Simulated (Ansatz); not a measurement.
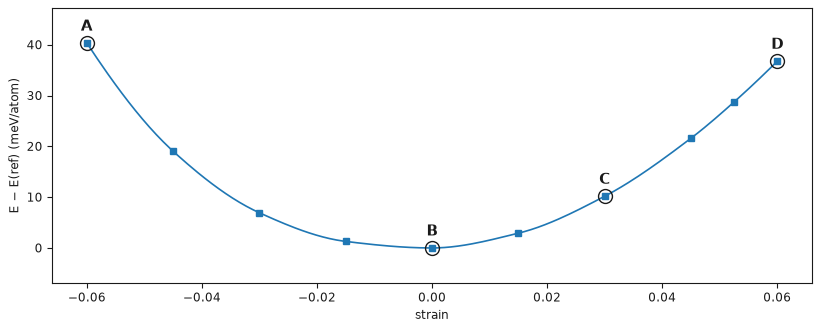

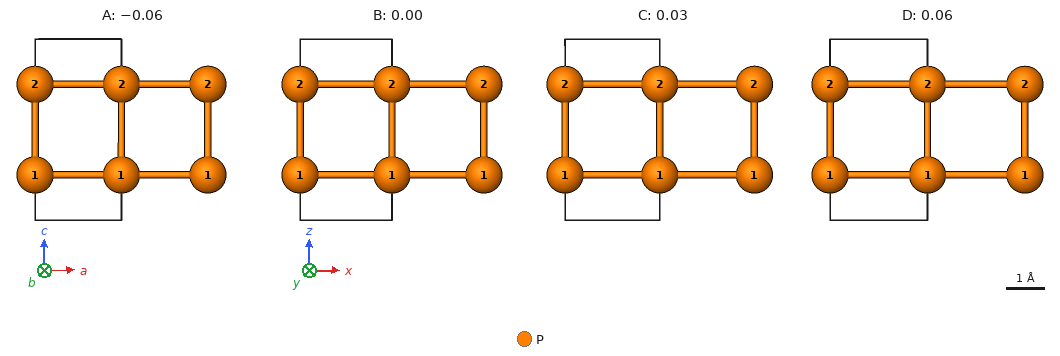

Solid P (P4/mmm): the cell is strained along x alone, with the atoms kept at their fractional coordinates. x, y and z are the Cartesian axes of the input. The lettered frames are marked on the plot. A ball-and-stick model of the cell of the calculation, repeated 2 × 3 × 1 with one cell outlined, seen along the b axis.

Level of theory: DFT PBE, scalar-relativistic, plane waves, PAW (Ansatz 0.2.0). Settings: plane-wave cutoff 420 eV; k-point mesh 24 × 24 × 12; occupations gaussian; smearing width 0.15 eV; no spin polarisation. Energies (free energies at the smearing named) are counted from the relaxed crystal.

What does the scan show?

Of the computed points the lowest is at the strain 0.00, 0.0 meV/atom. The end points stand at 40.3 meV/atom (−0.06) and 36.7 meV/atom (0.06). The curvature at zero strain, (1/V) d²E/dε², is about 210 GPa; it is C₁₁ with clamped ions. The distortion takes the space group from P4/mmm to Pmmm, except for P2/m at −0.06, P4/mmm at −0.015, P2/m at 0.0525, P2/m at 0.06. At the strain −0.06 the cell of the drawing goes a 2.459 → 2.311 Å.

The computed points:

| strain | E − E(ref) (meV/atom) |
| --- | --- |
| −0.0600 | 40.3 |
| −0.0450 | 19.0 |
| −0.0300 | 6.9 |
| −0.0150 | 1.3 |
| 0.0000 | 0.0 |
| 0.0150 | 2.9 |
| 0.0300 | 10.2 |
| 0.0450 | 21.6 |
| 0.0525 | 28.7 |
| 0.0600 | 36.7 |
